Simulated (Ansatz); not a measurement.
# Run report: Ru, geometry relaxation (part 2 of 2)

Ru (2 atoms in the cell); DFT, PBE, PAW with Ansatz's default frozen-core files, scalar-relativistic, no spin polarisation (Ansatz 0.2.0); cutoff 420 eV, 17×17×10 k-mesh, Fermi–Dirac smearing of 0.05 eV. The structure was built on a prototype by a generator; it need not be a known phase. It belongs to a series of runs on one base structure; here: hcp relaxed, PAW files.

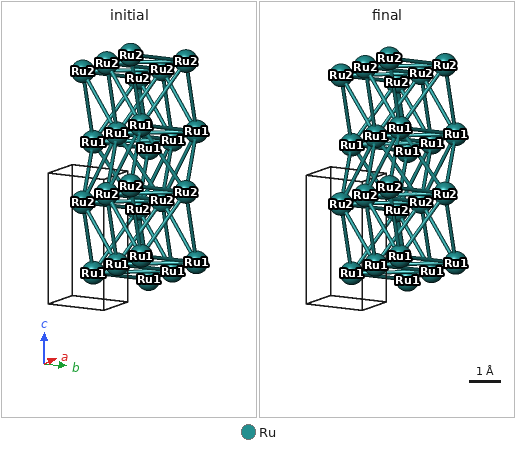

Before (left) and after (right) the relaxation, at one scale (ball-and-stick view of the cell of the calculation, repeated 3 × 2 × 2, seen at an oblique angle). No atom moves by more than 0.005 Å relative to the cell. The drawn cell changes at constant volume: a = b 2.697 → 2.721 Å (+0.9 %), c 4.370 → 4.295 Å (−1.7 %). Distances before and after: Ru1–Ru1 2.697 → 2.721 Å, Ru1–Ru2 2.683 → 2.661 Å. The space group stays P6_3/mmc (No. 194). The energy falls by 8.5 meV per atom in 4 geometry steps. All forces vanish by symmetry, so only the cell relaxes. The pressure goes from −0.07 to 0.00 GPa. A last SCF at the same geometry on a re-selected plane-wave basis shifts the energy by +0.0 meV per atom. (Atoms are counted from 1 in the order of the input.)

```
basis re-selected at this cell: Δ(F+E_penalty+E_count) = +2.508e-5 eV, ΔP = +0.001 GPa vs the last step (what re-selecting the basis moved, of the pressure what is left beyond the Pulay correction that the steps carried, after the strain that the cell walked since its last selection, with what the two solves' SCF thresholds leave and, on support functions, any second-order correction that the steps lacked; it is no measure of the basis error at this ecutwfc). This SCF's stress stands 1.18e-2 GPa from its target on what of the cell is left free (relax.cell.stress_tol is 5.00e-2 GPa) and its largest allowed force component is 3.93e-17 eV/Å (relax.f_tol is 5.00e-3 eV/Å): within both
SCF converged after 8 iterations
Free energy (F): -11757.379309 eV
Harris-Foulkes:  -11757.379309 eV  (|F-HF|=0.00e0)
Internal energy: -11757.361882 eV  (E = F + TS)
E sigma→0 (E₀):  -11757.370595 eV
Entropy (-TS):   -0.017427 eV (-8.714 meV/atom)
Fermi energy:    23.134824 eV
--- Per-component energies (eV) ---
  E_band       = -117.826932
  E_kinetic    = 1027.593676
  E_local      = -2544.789714  (includes V_loc(G=0)·N_el)
  E_nonlocal   = 685.768988
  E_hartree    = 817.480253
  E_xc         = -380.994905
  E_vxc        = -478.320823  (∫ρ·V_xc dr)
  E_paw        = -6921.272988  (= ΣΔE_a)
  E_vpaw       = -443.039188  (= ΣTr[D̂ρ^β])
  E_aug_tail   = -0.000377  (compensation charges beyond the density's cutoff)
  E_ewald      = -4441.146815
  E_smearing   = -0.017427  (= −TS)
  E_closure    = 0.000000  (closes the sum)
  Σ components = -11757.379309   (vs F -11757.379309, Δ=0.00e0)
--- Forces (eV/Å), atoms counted from 1 ---
  atom   1  Ru    -0.00000000    -0.00000000    -0.00000000
  atom   2  Ru     0.00000000     0.00000000     0.00000000
  max |Σ_I F_I| component: 9.25e-18 eV/Å
--- Stress (GPa, compression-positive) ---
       -0.003916       0.000000       0.000000
        0.000000      -0.003916      -0.000000
        0.000000      -0.000000       0.011814
  P = ⅓ Tr σ = 0.0013 GPa (0.013 kbar)
--- Band table (eV; the first three rows and the last of 198) ---
  k-point 0: bands = ["-49.9932", "-49.7979", "-20.4569", "-19.5681", "-19.5681", "-19.4027", "-19.4027", "-19.3563", "15.2167", "17.0218", "20.5693", "20.5693", "20.7693", "21.2410", "21.2410", "21.7355", "21.7355", "24.2752", "24.2752", "24.4246"]
  k-point 1: bands = ["-49.9885", "-49.8027", "-20.4311", "-19.5640", "-19.5640", "-19.4068", "-19.4068", "-19.3846", "15.3279", "17.0585", "20.4996", "20.4996", "20.7138", "21.1747", "21.1747", "21.8922", "21.8922", "24.0458", "24.2823", "24.2823"]
  k-point 2: bands = ["-49.9748", "-49.8168", "-20.3560", "-19.5524", "-19.5524", "-19.4661", "-19.4187", "-19.4187", "15.6490", "17.1566", "20.3778", "20.3778", "20.5655", "21.0020", "21.0020", "22.2661", "22.2661", "23.1283", "24.2741", "24.2741"]
  k-point 197: bands = ["-49.7852", "-49.7852", "-20.2335", "-20.2335", "-19.9622", "-19.9622", "-19.5473", "-19.5473", "18.4240", "18.4240", "19.1522", "19.1522", "20.4394", "20.4394", "21.9898", "21.9898", "24.3373", "24.3373", "31.0948", "31.0948"]
--- Relaxed structure (5 steps of the walk, 5 accepted, 1 SCFs on fresh bases) ---
  F+E_penalty+E_count = -11757.37930891 eV   max|allowed force component| = 3.932e-17 eV/Å   (the final SCF, on the basis selected at the relaxed cell)
  cell:  # Å, volume = 27.5400 Å³
    - [2.7210772114275974, -1.9268295270352183e-32, 4.587689350083853e-34]
    - [-1.3605386057137987, 2.356521990755219, -3.62774388313745e-19]
    - [7.4320567472341485e-34, -6.786111660326343e-19, 4.294885039695294]
  atoms:
    - { symbol: Ru, position: [0.33333333333333337, 0.6666666666666667, 0.25] }
    - { symbol: Ru, position: [0.6666666666666667, 0.33333333333333337, 0.75] }
```

### File rho_z.tsv
```
# z_ang	rho[e/angstrom^3]
# format = ansatz-planar-average/11
# lattice	2.721077211	-0.000000000	0.000000000
# lattice	-1.360538606	2.356521991	-0.000000000
# lattice	0.000000000	-0.000000000	4.294885040
# sites	2
# site	44	-0.000000000	1.571014661	1.073721260
# site	44	1.360538606	0.785507330	3.221163780
0.000000	3.615310e-1
0.143163	3.924995e-1
0.286326	5.117342e-1
0.429489	7.670608e-1
0.572651	1.156643e0
0.715814	1.596180e0
0.858977	1.957891e0
1.002140	2.151823e0
1.145303	2.151823e0
1.288466	1.957891e0
1.431628	1.596180e0
1.574791	1.156643e0
1.717954	7.670608e-1
1.861117	5.117342e-1
2.004280	3.924995e-1
2.147443	3.615310e-1
2.290605	3.924995e-1
2.433768	5.117342e-1
2.576931	7.670608e-1
2.720094	1.156643e0
2.863257	1.596180e0
3.006420	1.957891e0
3.149582	2.151823e0
3.292745	2.151823e0
3.435908	1.957891e0
3.579071	1.596180e0
3.722234	1.156643e0
3.865397	7.670608e-1
4.008559	5.117342e-1
4.151722	3.924995e-1
```

### File v_z.tsv
```
# z_ang	v_es[eV]	v_tot[eV]
# format = ansatz-planar-average/11
# xc	pbe
# density_cutoff_ev	1680
# datasets	Ru=:simpson_from_first_knot:soft
# lattice	2.721077211	-0.000000000	0.000000000
# lattice	-1.360538606	2.356521991	-0.000000000
# lattice	0.000000000	-0.000000000	4.294885040
# sites	2
# site	44	-0.000000000	1.571014661	1.073721260
# site	44	1.360538606	0.785507330	3.221163780
0.000000	2.136536e1	1.014913e1
0.143163	2.061638e1	9.175075e0
0.286326	1.798324e1	5.889782e0
0.429489	1.340415e1	3.198553e-1
0.572651	7.721239e0	-6.480514e0
0.715814	2.114311e0	-1.308583e1
0.858977	-2.337450e0	-1.824807e1
1.002140	-4.807321e0	-2.107129e1
1.145303	-4.807321e0	-2.107129e1
1.288466	-2.337450e0	-1.824807e1
1.431628	2.114311e0	-1.308583e1
1.574791	7.721239e0	-6.480514e0
1.717954	1.340415e1	3.198553e-1
1.861117	1.798324e1	5.889782e0
2.004280	2.061638e1	9.175075e0
2.147443	2.136536e1	1.014913e1
2.290605	2.061638e1	9.175075e0
2.433768	1.798324e1	5.889782e0
2.576931	1.340415e1	3.198553e-1
2.720094	7.721239e0	-6.480514e0
2.863257	2.114311e0	-1.308583e1
3.006420	-2.337450e0	-1.824807e1
3.149582	-4.807321e0	-2.107129e1
3.292745	-4.807321e0	-2.107129e1
3.435908	-2.337450e0	-1.824807e1
3.579071	2.114311e0	-1.308583e1
3.722234	7.721239e0	-6.480514e0
3.865397	1.340415e1	3.198553e-1
4.008559	1.798324e1	5.889782e0
4.151722	2.061638e1	9.175075e0
```

### Trajectory as extended XYZ (Å, eV, eV/Å), 6 frames, from step=1 to step=6
```
2
Lattice="2.6974 0.0000 0.0000 -1.3487 2.3361 0.0000 0.0000 0.0000 4.3699" Properties=species:S:1:pos:R:3:forces:R:3 step=1 energy=-11757.36239 pressure_GPa=-0.07
Ru    0.0000    1.5574    1.0925    0.0000   0.0000   0.0000
Ru    1.3487    0.7787    3.2774    0.0000   0.0000   0.0000
2
Lattice="2.7368 0.0000 0.0000 -1.3684 2.3701 0.0000 0.0000 0.0000 4.2447" Properties=species:S:1:pos:R:3:forces:R:3 step=2 energy=-11757.37186 pressure_GPa=0.43
Ru    0.0000    1.5801    1.0612    0.0000   0.0000   0.0000
Ru    1.3684    0.7900    3.1835    0.0000   0.0000   0.0000
2
Lattice="2.7221 0.0000 0.0000 -1.3611 2.3574 0.0000 0.0000 0.0000 4.2958" Properties=species:S:1:pos:R:3:forces:R:3 step=3 energy=-11757.37930 pressure_GPa=-0.30
Ru    0.0000    1.5716    1.0740    0.0000   0.0000   0.0000
Ru    1.3611    0.7858    3.2219    0.0000   0.0000   0.0000
2
Lattice="2.7209 0.0000 0.0000 -1.3604 2.3563 0.0000 0.0000 0.0000 4.2948" Properties=species:S:1:pos:R:3:forces:R:3 step=4 energy=-11757.37933 pressure_GPa=0.05
Ru    0.0000    1.5709    1.0737    0.0000   0.0000   0.0000
Ru    1.3604    0.7854    3.2211    0.0000   0.0000   0.0000
2
Lattice="2.7211 0.0000 0.0000 -1.3605 2.3565 0.0000 0.0000 0.0000 4.2949" Properties=species:S:1:pos:R:3:forces:R:3 step=5 energy=-11757.37933 pressure_GPa=-0.00
Ru    0.0000    1.5710    1.0737    0.0000   0.0000   0.0000
Ru    1.3605    0.7855    3.2212    0.0000   0.0000   0.0000
2
Lattice="2.7211 0.0000 0.0000 -1.3605 2.3565 0.0000 0.0000 0.0000 4.2949" Properties=species:S:1:pos:R:3:forces:R:3 step=6 energy=-11757.37931 pressure_GPa=0.00
Ru    0.0000    1.5710    1.0737    0.0000   0.0000   0.0000
Ru    1.3605    0.7855    3.2212    0.0000   0.0000   0.0000
```

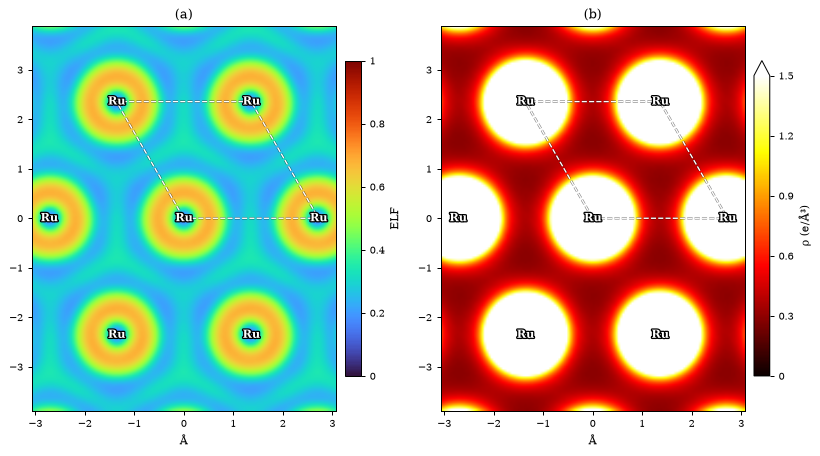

(a) ELF; (b) valence electron density on the (001) plane of the conventional cell. The plane passes through Ru nuclei. Ru–Ru (2.72 Å): the density is about 0.38 e/Å³ at the midpoint; the ELF is about 0.30 at the midpoint (no localised pair between them). Away from the nuclei the density in this plane falls to 0.29 e/Å³ at its lowest. The strong features right at Ru lie inside the PAW spheres (semicore, d or f shells) and say nothing about bonding. The fields are those of the smooth PAW valence density.

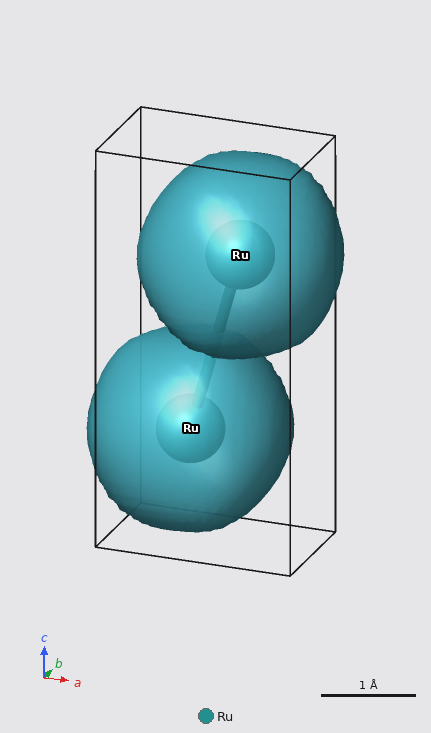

Isosurface of the valence electron density at 0.5 e/Å³ (cyan), seen slightly off an axis. Sticks mark near contacts. The outline is the cell set on symmetry axes. At this value the density breaks into separate islands; it holds about 80 % of the electrons treated as valence (semicore included). It is pinched off along the Ru–Ru (2.66 Å) and Ru–Ru (2.72 Å) contacts. On the grid the lowest density along these lines, outside the cores, is 0.42 e/Å³ (Ru–Ru, 2.66 Å) and 0.38 e/Å³ (Ru–Ru, 2.72 Å).

The run was set up as follows.

### The input
```yaml
crystal:
  lattice:
    - [2.6974396414, 0.0, 0.0]
    - [-1.3487198207, 2.3360512546, 0.0]
    - [0.0, 0.0, 4.3698522191]
  atoms:
    - { symbol: Ru, position: [0.3333333333, 0.6666666667, 0.25] }
    - { symbol: Ru, position: [0.6666666667, 0.3333333333, 0.75] }
kpoints:
  mp_grid: { grid: [17, 17, 10] }
scf:
  occupations: { method: fermi_dirac, width: 0.05 }
hamiltonian:
  xc: pbe
  pseudopotentials: { kind: paw }
output:
  forces: true
  stress: true
  write_density: true
  write_potential: true
  elf: true
  volumetric_format: npy
relax:
  f_tol: 0.005
  max_steps: 40
  cell: {}
```

Run as:
```bash
ansatz run input.yaml --threads 1 --pin off --max-ram 3072MiB --backend cpu --events-out ev --progress --plain --runs-dir out
```

### Results in brief

| quantity | value |
| --- | --- |
| outcome | converged |
| space group (tolerance 0.01 Å) | P6₃/mmc (194) |
| electrons treated | 32 |
| free energy | −11757.3793 eV |
| Fermi energy | 23.135 eV |
| pressure | 0.00 GPa |
| final volume | 27.54 Å³ |
| largest force (length of the vector) at the end | under 0.001 eV/Å |
| final cell | a = 2.721 Å, b = 2.721 Å, c = 4.295 Å, α = 90.00°, β = 90.00°, γ = 120.00° |
| hardware | 1 thread of Arm Neoverse V2, 24 GiB of memory available, shared host |
| wall time | 28 s |
| peak memory | 0.37 GiB |
